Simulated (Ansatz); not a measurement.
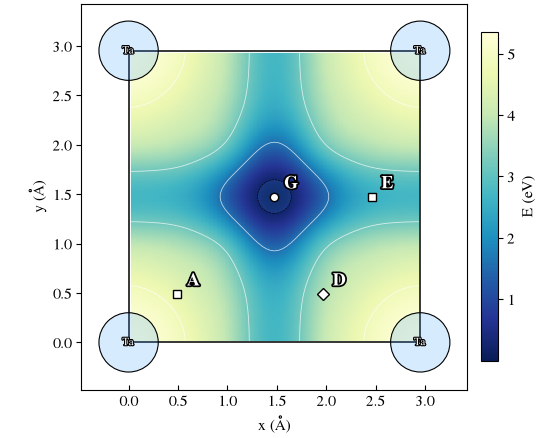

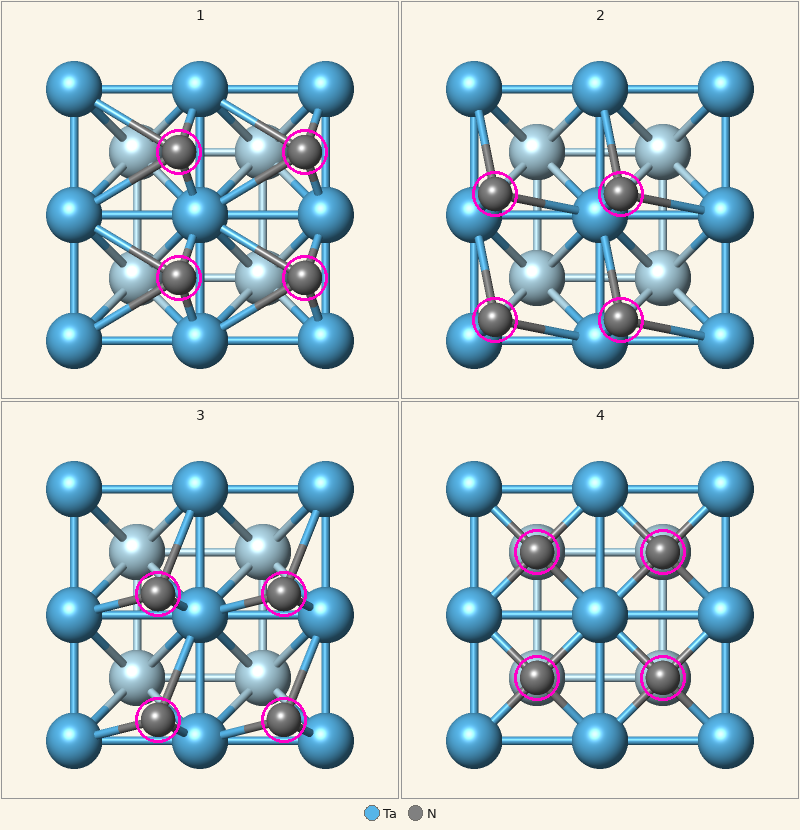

N on a Ta(100) slab cut from the Fm-3m phase, its upper half relaxed before the scan (3 atoms of substrate and one adsorbate in a 1 × 1 cell). 
- N is moved over the surface cell; relaxed at each place: the height of the adsorbate's atoms; substrate rigid; the origin of the map has the adsorbate above Ta3.
- Places are given modulo a cell vector. The map is drawn in real space over the plane of the surface.
- The scan uses a 6 × 6 grid; 10 points were computed and 26 follow by symmetry.
- Energies: eV, counted from the lowest grid point.
- With one adsorbate in each 1 × 1 cell, its nearest image is 3.0 Å away, so neighbouring adsorbates interact.
- Computed with Ansatz 0.2.0, DFT PBEsol, scalar-relativistic, plane waves, PAW. Settings: cutoff 420 eV, k-mesh 9×9×1, gaussian smearing 0.1 eV, no spin polarisation.

The picture shows a smooth colour map with a few white contour lines, labelled circles for the atoms of the top layer and small ones for the second layer, the outline of one cell of the plane, lettered points. Between grid points the surface is interpolated. The numbered pictures are the structures at these points, in random order. Rings mark the moved atoms.

### Which structure belongs to which point?

A is structure 2: (1/6, 1/6) of the cell vectors [nearest 1 Ta at 1.74 Å], 4.57 eV; D is structure 3: (4/6, 1/6) of the cell vectors [nearest 1 Ta at 1.75 Å], 3.79 eV; E is structure 1: (5/6, 3/6) of the cell vectors [nearest 2 Ta at 1.88 Å], 2.56 eV; G is structure 4: a fourfold hollow over a second-layer Ta atom, (3/6, 3/6) of the cell vectors, 0.00 eV.

PAW datasets: the set soft_1.
